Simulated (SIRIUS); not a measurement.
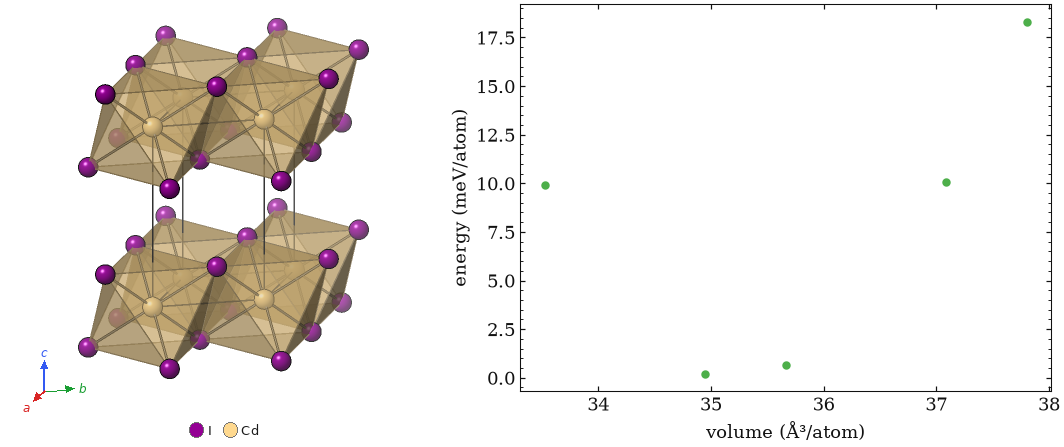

The figure shows the energy against volume for CdI₂, space group P-3m1 (No. 164). The conventional cell is drawn beside the plot.

Cell as given: a = 4.244 Å, b = 4.244 Å, c = 6.859 Å, α = 90.00°, β = 90.00°, γ = 120.00°; 3 atoms.

How it was computed, with SIRIUS 7.12.0: all-electron LAPW DFT, no spin polarisation; energies at scaled volumes of the given cell, shape and fractions fixed, counted from the fit's minimum, third-order Birch-Murnaghan fit. Level: PBEsol.

k mesh 7×7×4; occupations Fermi–Dirac; smearing width 0.05 eV; potentials all electron FP LAPW; program settings basis apw+lo standard, gk cutoff 3.31 1/bohr, pw cutoff 20 1/bohr.

The points at volume 34.24 Å³/atom and 36.38 Å³/atom are left out of the plot. What values does the calculation give there?

```csv
volume (Å³/atom),energy (meV/atom)
34.24,3.19
36.38,3.88
```

Keep in mind: shape and atomic fractions are frozen while scaling, which makes layered, chain and framework solids too stiff.
